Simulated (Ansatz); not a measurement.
# AlNi: what the fields show

```
Al Ni
1.0
     0.00000    2.89272    2.89272
     0.00000   -2.89272    2.89272
    11.87817   -0.96424   -0.96424
Al Ni
6 6
Direct
  0.68265 0.50000 0.54795
  0.18265 0.00000 0.54795
  0.52029 0.50000 0.06088
  0.02029 0.00000 0.06088
  0.60147 0.50000 0.30442
  0.10147 0.00000 0.30442
  0.72324 0.00000 0.66972
  0.22324 0.50000 0.66972
  0.56088 0.00000 0.18265
  0.06088 0.50000 0.18265
  0.64206 0.00000 0.42618
  0.14206 0.50000 0.42618
```

Space group Cm; not relaxed (largest force 1.0 eV/Å); computed pressure about −4 GPa in this cell; computed without spin polarisation; PAW files of the earlier set (soft_1).

Theory: DFT PBE, scalar-relativistic, plane waves, PAW in Ansatz.

Core electrons are frozen (PAW), and the valence fields are smoothed inside the atomic spheres.

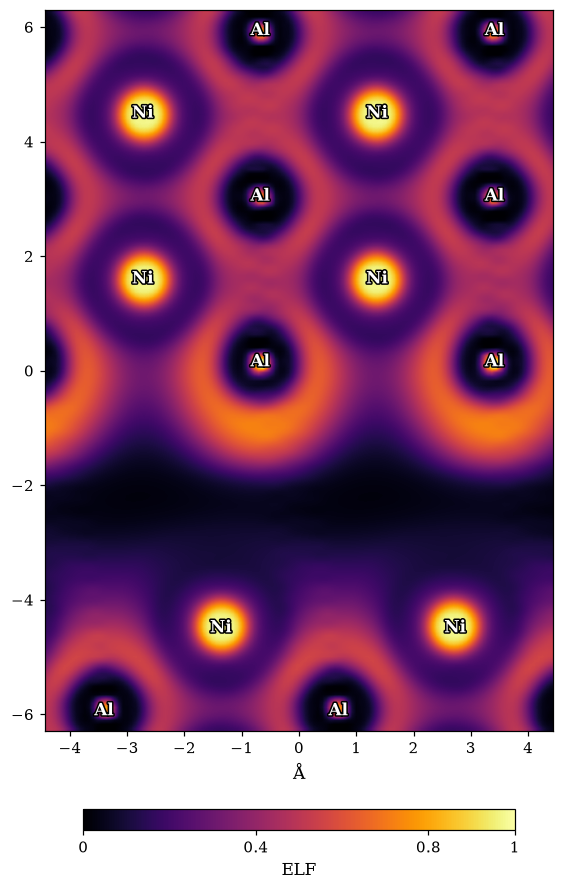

Figure 1. Electron localisation function on the (010) plane of the conventional cell.

What do the fields say about this system?

Answer. The section cuts through Al and Ni sites.
Al–Ni (2.51 Å): the ELF is about 0.40 at the midpoint.
The features right at Ni lie inside the PAW spheres, where the map follows smoothed inner orbitals and isn't to be read closely.

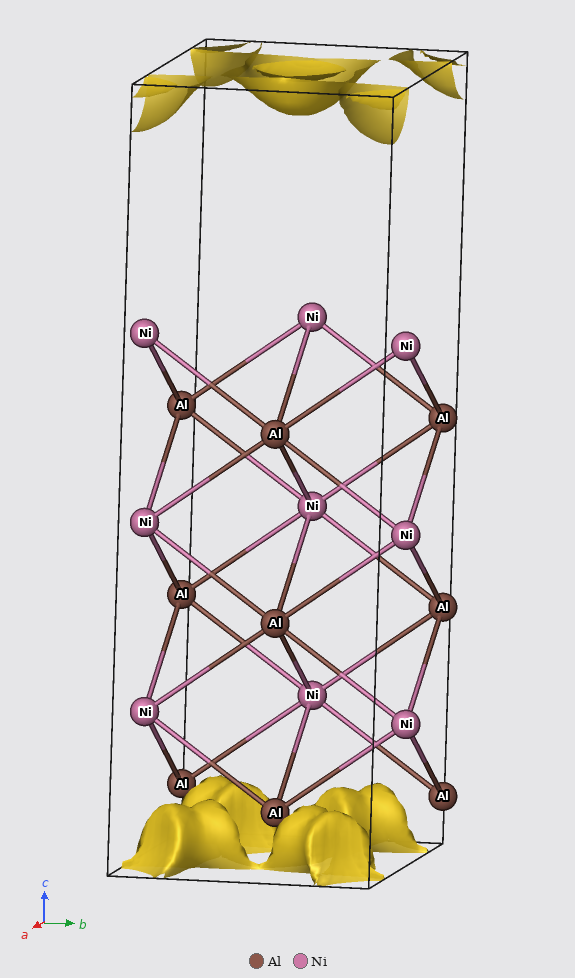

Figure 2. Isosurface of the ELF at 0.65 (yellow), seen slightly off an axis. Only the valence region is drawn (cores and ρ < 0.01 e/Å³ removed). Sticks mark near contacts.

What do the ELF domains correspond to?

Answer. At this value the surface marks out sheets that run through the cell in two directions, counted in one cell of 12 atoms. Regions shared between cells count once.

Metal or insulator at this level of theory?

Answer. It is gapless in this calculation (a metal or semimetal).
